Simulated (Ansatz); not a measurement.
Geometry relaxation, with input and output: ZnO (part 2 of 2)

The same run, continued: ZnO (Cmcm, 4 atoms in the cell); DFT, PBEsol, plane waves, PAW, no spin polarisation (Ansatz 0.2.0); cutoff 420 eV, 8×8×6 k-mesh, Fermi–Dirac smearing of 0.03 eV. The structure was built on a prototype by a generator.

Geometry of the input (Å; fractional positions):
```
1.5536  -4.4454  0.0000
1.5536  4.4454  0.0000
0.0000  0.0000  3.4314
Zn 0.3869  0.6131  0.7500
Zn 0.6131  0.3869  0.2500
O  0.8565  0.1435  0.2500
O  0.1435  0.8565  0.7500
```

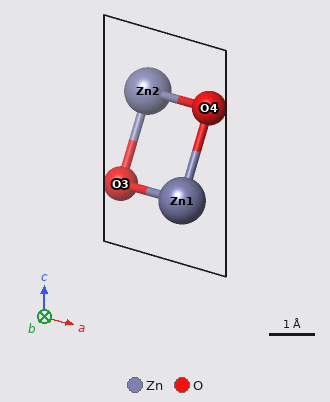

Figure 1. The geometry at step 7 of the log (ball-and-stick view of the reduced cell, along the b axis; atoms are numbered from 1 in the order of the input).

Log, continued
```
relax step  13: F+E_penalty+E_count = -7683.23548383 eV  Δ(F+E_penalty+E_count) = -6.653e-3 eV  max|allowed force component| = 1.963e-3 eV/Å  Δτ_max = 0.0000 Å  P = +0.229 GPa  Ω = 42.445 Å³  stress off target by 4.95e-1 GPa  SCF on the basis re-selected at this cell (its energy is not comparable with the rows above)  (7 SCF iters)
basis re-selected at this cell: Δ(F+E_penalty+E_count) = -6.653e-3 eV, ΔP = +0.221 GPa vs the last step (what re-selecting the basis moved, of the pressure what is left beyond the Pulay correction that the steps carried, after the strain that the cell walked since its last selection, with what the two solves' SCF thresholds leave and, on support functions, any second-order correction that the steps lacked; it is no measure of the basis error at this ecutwfc). This SCF's stress stands 4.95e-1 GPa from its target on what of the cell is left free (relax.cell.stress_tol is 5.00e-2 GPa) and its largest allowed force component is 1.96e-3 eV/Å (relax.f_tol is 1.00e-2 eV/Å): not within both, so this SCF does not close the relaxation
Crystal: 4 atoms, lattice volume = 42.742 Å³
preconditioner: auto → none  [insulator: Δε(μ)=0.328 eV  Ē_g=12.739 eV  σ=0.030 eV  W_gap=0.71  n_scr=14 (ndim 8)  ℏωp=34.1 eV  f_vac=0.000  D(μ)=0.15/eV (n_scr^D=0)  ε∞_Penn≈8.2]
SCF 14 converged in 6 iterations: F = -7683.234593 eV  dr2 = 5.30e-9
relax step  14: F+E_penalty+E_count = -7683.23459295 eV  Δ(F+E_penalty+E_count) = +8.909e-4 eV  max|allowed force component| = 8.156e-4 eV/Å  Δτ_max = 0.0066 Å  P = +0.067 GPa  Ω = 42.742 Å³  energy of the carried Pulay correction = -1.534e-3 eV  (6 SCF iters, dr2 threshold 4.00e-7 eV, accepted)
Crystal: 4 atoms, lattice volume = 42.874 Å³
preconditioner: auto → none  [insulator: Δε(μ)=0.327 eV  Ē_g=12.721 eV  σ=0.030 eV  W_gap=0.79  n_scr=14 (ndim 8)  ℏωp=34.0 eV  f_vac=0.000  D(μ)=0.16/eV (n_scr^D=0)  ε∞_Penn≈8.2]
SCF 15 converged in 6 iterations: F = -7683.233808 eV  dr2 = 3.30e-10
relax step  15: F+E_penalty+E_count = -7683.23380771 eV  Δ(F+E_penalty+E_count) = +7.852e-4 eV  max|allowed force component| = 2.457e-2 eV/Å  Δτ_max = 0.0019 Å  P = -0.267 GPa  Ω = 42.874 Å³  energy of the carried Pulay correction = -2.242e-3 eV  (6 SCF iters, dr2 threshold 3.64e-8 eV, rejected (line search))
Crystal: 4 atoms, lattice volume = 42.789 Å³
preconditioner: auto → none  [insulator: Δε(μ)=0.327 eV  Ē_g=12.741 eV  σ=0.030 eV  W_gap=0.73  n_scr=14 (ndim 8)  ℏωp=34.1 eV  f_vac=0.000  D(μ)=0.16/eV (n_scr^D=0)  ε∞_Penn≈8.1]
SCF 16 converged in 7 iterations: F = -7683.234370 eV  dr2 = 2.56e-12
relax step  16: F+E_penalty+E_count = -7683.23437020 eV  Δ(F+E_penalty+E_count) = +2.228e-4 eV  max|allowed force component| = 1.274e-3 eV/Å  Δτ_max = 0.0009 Å  P = +0.029 GPa  Ω = 42.789 Å³  energy of the carried Pulay correction = -1.786e-3 eV  (7 SCF iters, accepted)
Crystal: 4 atoms, lattice volume = 42.841 Å³
preconditioner: auto → none  [insulator: Δε(μ)=0.326 eV  Ē_g=12.734 eV  σ=0.030 eV  W_gap=0.74  n_scr=14 (ndim 8)  ℏωp=34.0 eV  f_vac=0.000  D(μ)=0.16/eV (n_scr^D=0)  ε∞_Penn≈8.1]
SCF 17 converged in 6 iterations: F = -7683.234107 eV  dr2 = 9.82e-11
relax step  17: F+E_penalty+E_count = -7683.23410656 eV  Δ(F+E_penalty+E_count) = +2.636e-4 eV  max|allowed force component| = 6.543e-4 eV/Å  Δτ_max = 0.0013 Å  P = -0.004 GPa  Ω = 42.841 Å³  energy of the carried Pulay correction = -2.060e-3 eV  (6 SCF iters, dr2 threshold 7.52e-9 eV, accepted)
SCF 18 converged in 6 iterations: F = -7683.236343 eV  dr2 = 1.97e-11
relax step  18: F+E_penalty+E_count = -7683.23634297 eV  Δ(F+E_penalty+E_count) = -2.236e-3 eV  max|allowed force component| = 8.064e-4 eV/Å  Δτ_max = 0.0000 Å  P = +0.025 GPa  Ω = 42.841 Å³  stress off target by 9.30e-2 GPa  SCF on the basis re-selected at this cell (its energy is not comparable with the rows above)  (6 SCF iters)
basis re-selected at this cell: Δ(F+E_penalty+E_count) = -2.236e-3 eV, ΔP = +0.029 GPa vs the last step (what re-selecting the basis moved, of the pressure what is left beyond the Pulay correction that the steps carried, after the strain that the cell walked since its last selection, with what the two solves' SCF thresholds leave and, on support functions, any second-order correction that the steps lacked; it is no measure of the basis error at this ecutwfc). This SCF's stress stands 9.30e-2 GPa from its target on what of the cell is left free (relax.cell.stress_tol is 5.00e-2 GPa) and its largest allowed force component is 8.06e-4 eV/Å (relax.f_tol is 1.00e-2 eV/Å): not within both, so this SCF does not close the relaxation
Crystal: 4 atoms, lattice volume = 42.919 Å³
Basis set: ecut = 420 eV, 833 PW (Γ), exchange–correlation on 72×72×40 points (8 copies of the dense FFT grid, shifted against one another)
preconditioner: auto → none  [insulator: Δε(μ)=0.323 eV  Ē_g=12.729 eV  σ=0.030 eV  W_gap=0.73  n_scr=14 (ndim 8)  ℏωp=34.0 eV  f_vac=0.000  D(μ)=0.16/eV (n_scr^D=0)  ε∞_Penn≈8.1]
SCF 19 converged in 6 iterations: F = -7683.235983 eV  dr2 = 4.63e-10
relax step  19: F+E_penalty+E_count = -7683.23598259 eV  Δ(F+E_penalty+E_count) = +3.604e-4 eV  max|allowed force component| = 7.182e-4 eV/Å  Δτ_max = 0.0019 Å  P = +0.022 GPa  Ω = 42.919 Å³  energy of the carried Pulay correction = -3.921e-4 eV  (6 SCF iters, dr2 threshold 2.16e-8 eV, accepted)
iter 1 solved again at ethr=1.35e-7 eV; its pass at ethr=3.10e-3 eV (dr2=4.87e-5 eV) is discarded
SCF iter   1: F=—  HF=-7683.236351 eV  |F-HF|=—  |Δ(HF+E_count)|=         —  Δρ=2.03e-5  dr2=2.04e-8  ethr=1.35e-7  ⟨swp⟩=3.0  Hψ=13253  notcnv=0
eigensolver tolerance schedule: the retry pair's looser diagonalisation over-reported the residual by 2391.22 of it (diagonalisation noise at 0.12 of the residual, at the tolerance the schedule requests for it); recorded, not acted on — ethr = c·dr2/N_el stays at c = 1.0e-1
preconditioner: auto → none  [insulator: Δε(μ)=0.323 eV  Ē_g=12.730 eV  σ=0.030 eV  W_gap=0.74  n_scr=14 (ndim 8)  ℏωp=34.0 eV  f_vac=0.000  D(μ)=0.16/eV (n_scr^D=0)  ε∞_Penn≈8.1]
SCF iter   2: F=—  HF=-7683.236305 eV  |F-HF|=—  |Δ(HF+E_count)|=   4.56e-5  Δρ=1.10e-5  dr2=1.04e-8  ethr=5.66e-11  ⟨swp⟩=2.4  Hψ=3589  notcnv=0
SCF iter   3: F=—  HF=-7683.236305 eV  |F-HF|=—  |Δ(HF+E_count)|=   4.80e-8  Δρ=4.12e-6  dr2=7.35e-10  ethr=2.89e-11  ⟨swp⟩=2.0  Hψ=3067  notcnv=0
SCF iter   4: F=—  HF=-7683.236305 eV  |F-HF|=—  |Δ(HF+E_count)|=   1.06e-8  Δρ=5.47e-7  dr2=8.15e-11  ethr=2.04e-12  ⟨swp⟩=2.0  Hψ=3361  notcnv=0
iter 5 did not close the SCF: its close was put off for the readings that it lacked (scf_convergence_deferred on its scf_iter line)
SCF iter   5: F=-7683.236305 eV  HF=-7683.236305 eV  |F-HF|=5.46e-12  |Δ(HF+E_count)|=  5.00e-11  Δρ=1.50e-7  dr2=5.18e-12  ethr=1.00e-12  ⟨swp⟩=2.0  Hψ=3068  notcnv=0
SCF iter   6: F=-7683.236305 eV  HF=-7683.236305 eV  |F-HF|=1.82e-12  |Δ(HF+E_count)|=  5.46e-12  Δρ=6.41e-8  dr2=8.30e-13  ethr=1.00e-12  ⟨swp⟩=2.9  Hψ=6277  notcnv=0
SCF 20 converged in 6 iterations: F = -7683.236305 eV  dr2 = 8.30e-13
relax step  20: F+E_penalty+E_count = -7683.23630505 eV  Δ(F+E_penalty+E_count) = -3.225e-4 eV  max|allowed force component| = 6.145e-4 eV/Å  Δτ_max = 0.0000 Å  P = +0.024 GPa  Ω = 42.919 Å³  stress off target by 3.41e-2 GPa  SCF on the basis re-selected at this cell (its energy is not comparable with the rows above)  (6 SCF iters)
basis re-selected at this cell: Δ(F+E_penalty+E_count) = -3.225e-4 eV, ΔP = +0.003 GPa vs the last step (what re-selecting the basis moved, of the pressure what is left beyond the Pulay correction that the steps carried, after the strain that the cell walked since its last selection, with what the two solves' SCF thresholds leave and, on support functions, any second-order correction that the steps lacked; it is no measure of the basis error at this ecutwfc). This SCF's stress stands 3.41e-2 GPa from its target on what of the cell is left free (relax.cell.stress_tol is 5.00e-2 GPa) and its largest allowed force component is 6.15e-4 eV/Å (relax.f_tol is 1.00e-2 eV/Å): within both
SCF converged after 6 iterations
Free energy (F): -7683.236305 eV
Harris-Foulkes:  -7683.236305 eV  (|F-HF|=1.82e-12)
Internal energy: -7683.235693 eV  (E = F + TS)
E sigma→0 (E₀):  -7683.235999 eV
Entropy (-TS):   -0.000612 eV (-0.153 meV/atom)
Fermi energy:    9.118259 eV
--- Per-component energies (eV) ---
  E_band       = 106.043634
  E_kinetic    = 611.378720
  E_local      = -3834.751575  (includes V_loc(G=0)·N_el)
  E_nonlocal   = 1339.920778
  E_hartree    = 1580.117193
  E_xc         = -415.128398
  E_vxc        = -289.775448  (∫ρ·V_xc dr)
  E_paw        = -3896.679767  (= ΣΔE_a)
  E_vpaw       = -880.967341  (= ΣTr[D̂ρ^β])
  E_aug_tail   = 0.004109  (compensation charges beyond the density's cutoff)
  E_ewald      = -3069.762038
  E_core_change = 1.665286  (= ΣΔE_core)
  E_smearing   = -0.000612  (= −TS)
  E_closure    = -0.000000  (closes the sum)
  Σ components = -7683.236305   (vs F -7683.236305, Δ=0.00e0)
--- Forces (eV/Å), atoms counted from 1 ---
  atom   1  Zn    -0.00000000    -0.00061452     0.00000000
  atom   2  Zn     0.00000000     0.00061452    -0.00000000
  atom   3  O      0.00000000    -0.00061089    -0.00000000
  atom   4  O     -0.00000000     0.00061089     0.00000000
  max |Σ_I F_I| component: 6.94e-18 eV/Å
--- Stress (GPa, compression-positive) ---
        0.019965      -0.000000      -0.000000
       -0.000000       0.034134       0.000000
       -0.000000       0.000000       0.019393
  P = ⅓ Tr σ = 0.0245 GPa (0.245 kbar)
--- Relaxed structure (16 steps of the walk, 15 accepted, 4 SCFs on fresh bases) ---
  F+E_penalty+E_count = -7683.23630505 eV   max|allowed force component| = 6.145e-4 eV/Å   (the final SCF, on the basis selected at the relaxed cell)
  cell:  # Å, volume = 42.9194 Å³
    - [1.4367567047528138, -5.111128520986588, 1.0541538439143354e-33]
    - [1.4367567047528138, 5.111128520986588, 1.0541538439143354e-33]
    - [2.3282969899444876e-33, -1.2201941233995118e-84, 2.9222914948639267]
  atoms:
    - { symbol: Zn, position: [0.35631368184385226, 0.6436863181561477, 0.75] }
    - { symbol: Zn, position: [0.6436863181561477, 0.35631368184385226, 0.25] }
    - { symbol: O, position: [0.8590476269927543, 0.14095237300724572, 0.25] }
    - { symbol: O, position: [0.14095237300724572, 0.8590476269927543, 0.75] }
```

Trajectory as extended XYZ (Å, eV, eV/Å), 20 frames, from step=1 to step=20
```
4
Lattice="1.5536 -4.4454 0.0000 1.5536 4.4454 0.0000 0.0000 0.0000 3.4314" Properties=species:S:1:pos:R:3:forces:R:3 step=1 energy=-7681.72900 pressure_GPa=-23.43
Zn    1.5536    1.0060    2.5736    0.0000   1.6670   0.0000
Zn    1.5536   -1.0060    0.8579    0.0000  -1.6670   0.0000
O     1.5536   -3.1696    0.8579    0.0000  -0.5381   0.0000
O     1.5536    3.1696    2.5736    0.0000   0.5381   0.0000
4
Lattice="1.4769 -4.2721 0.0000 1.4769 4.2721 0.0000 0.0000 0.0000 3.2813" Properties=species:S:1:pos:R:3:forces:R:3 step=2 energy=-7682.70743 pressure_GPa=-11.17
Zn    1.4769    1.0582    2.4610    0.0000   0.6294   0.0000
Zn    1.4769   -1.0582    0.8203    0.0000  -0.6294   0.0000
O     1.4769   -3.1614    0.8203    0.0000   0.3081   0.0000
O     1.4769    3.1614    2.4610    0.0000  -0.3081   0.0000
4
Lattice="1.4032 -4.3371 0.0000 1.4032 4.3371 0.0000 0.0000 0.0000 3.1137" Properties=species:S:1:pos:R:3:forces:R:3 step=3 energy=-7683.00262 pressure_GPa=6.14
Zn    1.4032    1.1337    2.3353    0.0000  -0.0895   0.0000
Zn    1.4032   -1.1337    0.7784    0.0000   0.0895   0.0000
O     1.4032   -3.1891    0.7784    0.0000  -0.0915   0.0000
O     1.4032    3.1891    2.3353    0.0000   0.0915   0.0000
4
Lattice="1.4235 -4.5593 0.0000 1.4235 4.5593 0.0000 0.0000 0.0000 3.0205" Properties=species:S:1:pos:R:3:forces:R:3 step=4 energy=-7683.14813 pressure_GPa=2.78
Zn    1.4235    1.2140    2.2654    0.0000   0.0719   0.0000
Zn    1.4235   -1.2140    0.7551    0.0000  -0.0719   0.0000
O     1.4235   -3.3390    0.7551    0.0000   0.0471   0.0000
O     1.4235    3.3390    2.2654    0.0000  -0.0471   0.0000
4
Lattice="1.4328 -4.7762 0.0000 1.4328 4.7762 0.0000 0.0000 0.0000 2.9474" Properties=species:S:1:pos:R:3:forces:R:3 step=5 energy=-7683.20761 pressure_GPa=2.56
Zn    1.4328    1.3137    2.2106    0.0000  -0.0080   0.0000
Zn    1.4328   -1.3137    0.7369    0.0000   0.0080   0.0000
O     1.4328   -3.4673    0.7369    0.0000  -0.0457   0.0000
O     1.4328    3.4673    2.2106    0.0000   0.0457   0.0000
4
Lattice="1.4409 -4.8893 0.0000 1.4409 4.8893 0.0000 0.0000 0.0000 2.9528" Properties=species:S:1:pos:R:3:forces:R:3 step=6 energy=-7683.21218 pressure_GPa=-0.93
Zn    1.4409    1.3648    2.2146    0.0000   0.0235   0.0000
Zn    1.4409   -1.3648    0.7382    0.0000  -0.0235   0.0000
O     1.4409   -3.5390    0.7382    0.0000   0.0000   0.0000
O     1.4409    3.5390    2.2146    0.0000   0.0000   0.0000
4
Lattice="1.4359 -4.9008 0.0000 1.4359 4.9008 0.0000 0.0000 0.0000 2.9459" Properties=species:S:1:pos:R:3:forces:R:3 step=7 energy=-7683.21381 pressure_GPa=0.05
Zn    1.4359    1.3708    2.2094    0.0000  -0.0046   0.0000
Zn    1.4359   -1.3708    0.7365    0.0000   0.0046   0.0000
O     1.4359   -3.5481    0.7365    0.0000   0.0021   0.0000
O     1.4359    3.5481    2.2094    0.0000  -0.0021   0.0000
4
Lattice="1.4363 -4.8994 0.0000 1.4363 4.8994 0.0000 0.0000 0.0000 2.9459" Properties=species:S:1:pos:R:3:forces:R:3 step=8 energy=-7683.21381 pressure_GPa=-0.00
Zn    1.4363    1.3699    2.2094    0.0000  -0.0005   0.0000
Zn    1.4363   -1.3699    0.7365    0.0000   0.0005   0.0000
O     1.4363   -3.5470    0.7365    0.0000   0.0005   0.0000
O     1.4363    3.5470    2.2094    0.0000  -0.0005   0.0000
4
Lattice="1.4363 -4.8994 0.0000 1.4363 4.8994 0.0000 0.0000 0.0000 2.9459" Properties=species:S:1:pos:R:3:forces:R:3 step=9 energy=-7683.22578 pressure_GPa=0.36
Zn    1.4363    1.3699    2.2094    0.0000   0.0120   0.0000
Zn    1.4363   -1.3699    0.7365    0.0000  -0.0120   0.0000
O     1.4363   -3.5470    0.7365    0.0000   0.0147   0.0000
O     1.4363    3.5470    2.2094    0.0000  -0.0147   0.0000
4
Lattice="1.4354 -4.9883 0.0000 1.4354 4.9883 0.0000 0.0000 0.0000 2.9339" Properties=species:S:1:pos:R:3:forces:R:3 step=10 energy=-7683.22972 pressure_GPa=0.24
Zn    1.4354    1.4094    2.2004    0.0000   0.0100   0.0000
Zn    1.4354   -1.4094    0.7335    0.0000  -0.0100   0.0000
O     1.4354   -3.5991    0.7335    0.0000  -0.0008   0.0000
O     1.4354    3.5991    2.2004    0.0000   0.0008   0.0000
4
Lattice="1.4366 -5.0595 0.0000 1.4366 5.0595 0.0000 0.0000 0.0000 2.9292" Properties=species:S:1:pos:R:3:forces:R:3 step=11 energy=-7683.22802 pressure_GPa=-0.22
Zn    1.4366    1.4458    2.1969    0.0000  -0.0084   0.0000
Zn    1.4366   -1.4458    0.7323    0.0000   0.0084   0.0000
O     1.4366   -3.6395    0.7323    0.0000  -0.0064   0.0000
O     1.4366    3.6395    2.1969    0.0000   0.0064   0.0000
4
Lattice="1.4360 -5.0487 0.0000 1.4360 5.0487 0.0000 0.0000 0.0000 2.9274" Properties=species:S:1:pos:R:3:forces:R:3 step=12 energy=-7683.22883 pressure_GPa=0.01
Zn    1.4360    1.4388    2.1955    0.0000  -0.0013   0.0000
Zn    1.4360   -1.4388    0.7318    0.0000   0.0013   0.0000
O     1.4360   -3.6347    0.7318    0.0000   0.0001   0.0000
O     1.4360    3.6347    2.1955    0.0000  -0.0001   0.0000
4
Lattice="1.4360 -5.0487 0.0000 1.4360 5.0487 0.0000 0.0000 0.0000 2.9274" Properties=species:S:1:pos:R:3:forces:R:3 step=13 energy=-7683.23548 pressure_GPa=0.23
Zn    1.4360    1.4388    2.1955    0.0000   0.0017   0.0000
Zn    1.4360   -1.4388    0.7318    0.0000  -0.0017   0.0000
O     1.4360   -3.6347    0.7318    0.0000   0.0020   0.0000
O     1.4360    3.6347    2.1955    0.0000  -0.0020   0.0000
4
Lattice="1.4365 -5.0876 0.0000 1.4365 5.0876 0.0000 0.0000 0.0000 2.9242" Properties=species:S:1:pos:R:3:forces:R:3 step=14 energy=-7683.23459 pressure_GPa=0.07
Zn    1.4365    1.4575    2.1932    0.0000  -0.0005   0.0000
Zn    1.4365   -1.4575    0.7311    0.0000   0.0005   0.0000
O     1.4365   -3.6570    0.7311    0.0000   0.0008   0.0000
O     1.4365    3.6570    2.1932    0.0000  -0.0008   0.0000
4
Lattice="1.4373 -5.0999 0.0000 1.4373 5.0999 0.0000 0.0000 0.0000 2.9245" Properties=species:S:1:pos:R:3:forces:R:3 step=15 energy=-7683.23381 pressure_GPa=-0.27 accepted=F
Zn    1.4373    1.4599    2.1934    0.0000   0.0246   0.0000
Zn    1.4373   -1.4599    0.7311    0.0000  -0.0246   0.0000
O     1.4373   -3.6637    0.7311    0.0000  -0.0026   0.0000
O     1.4373    3.6637    2.1934    0.0000   0.0026   0.0000
4
Lattice="1.4366 -5.0936 0.0000 1.4366 5.0936 0.0000 0.0000 0.0000 2.9238" Properties=species:S:1:pos:R:3:forces:R:3 step=16 energy=-7683.23437 pressure_GPa=0.03
Zn    1.4366    1.4601    2.1929    0.0000   0.0013   0.0000
Zn    1.4366   -1.4601    0.7310    0.0000  -0.0013   0.0000
O     1.4366   -3.6603    0.7310    0.0000  -0.0003   0.0000
O     1.4366    3.6603    2.1929    0.0000   0.0003   0.0000
4
Lattice="1.4367 -5.1000 0.0000 1.4367 5.1000 0.0000 0.0000 0.0000 2.9234" Properties=species:S:1:pos:R:3:forces:R:3 step=17 energy=-7683.23411 pressure_GPa=-0.00
Zn    1.4367    1.4634    2.1926    0.0000  -0.0003   0.0000
Zn    1.4367   -1.4634    0.7309    0.0000   0.0003   0.0000
O     1.4367   -3.6641    0.7309    0.0000   0.0007   0.0000
O     1.4367    3.6641    2.1926    0.0000  -0.0007   0.0000
4
Lattice="1.4367 -5.1000 0.0000 1.4367 5.1000 0.0000 0.0000 0.0000 2.9234" Properties=species:S:1:pos:R:3:forces:R:3 step=18 energy=-7683.23634 pressure_GPa=0.02
Zn    1.4367    1.4634    2.1926    0.0000   0.0005   0.0000
Zn    1.4367   -1.4634    0.7309    0.0000  -0.0005   0.0000
O     1.4367   -3.6641    0.7309    0.0000   0.0008   0.0000
O     1.4367    3.6641    2.1926    0.0000  -0.0008   0.0000
4
Lattice="1.4368 -5.1111 0.0000 1.4368 5.1111 0.0000 0.0000 0.0000 2.9223" Properties=species:S:1:pos:R:3:forces:R:3 step=19 energy=-7683.23598 pressure_GPa=0.02
Zn    1.4368    1.4688    2.1917    0.0000  -0.0007   0.0000
Zn    1.4368   -1.4688    0.7306    0.0000   0.0007   0.0000
O     1.4368   -3.6703    0.7306    0.0000  -0.0006   0.0000
O     1.4368    3.6703    2.1917    0.0000   0.0006   0.0000
4
Lattice="1.4368 -5.1111 0.0000 1.4368 5.1111 0.0000 0.0000 0.0000 2.9223" Properties=species:S:1:pos:R:3:forces:R:3 step=20 energy=-7683.23631 pressure_GPa=0.02
Zn    1.4368    1.4688    2.1917    0.0000  -0.0006   0.0000
Zn    1.4368   -1.4688    0.7306    0.0000   0.0006   0.0000
O     1.4368   -3.6703    0.7306    0.0000  -0.0006   0.0000
O     1.4368    3.6703    2.1917    0.0000   0.0006   0.0000
```

Summary

| quantity | value |
| --- | --- |
| outcome | converged |
| space group (tolerance 0.01 Å) | Cmcm (63) |
| electrons treated | 36 |
| free energy | −7683.2363 eV |
| Fermi energy | 9.118 eV |
| pressure | 0.02 GPa |
| final volume | 42.92 Å³ |
| largest force (length of the vector) at the end | 0.001 eV/Å |
| final cell | a = 5.309 Å, b = 5.309 Å, c = 2.922 Å, α = 90.00°, β = 90.00°, γ = 148.60° |
| hardware | 2 threads of Arm Neoverse V1, 112 GiB of memory available, shared host |
| wall time | 50 s (CPU time 99 s) |
| peak memory | 0.38 GiB |
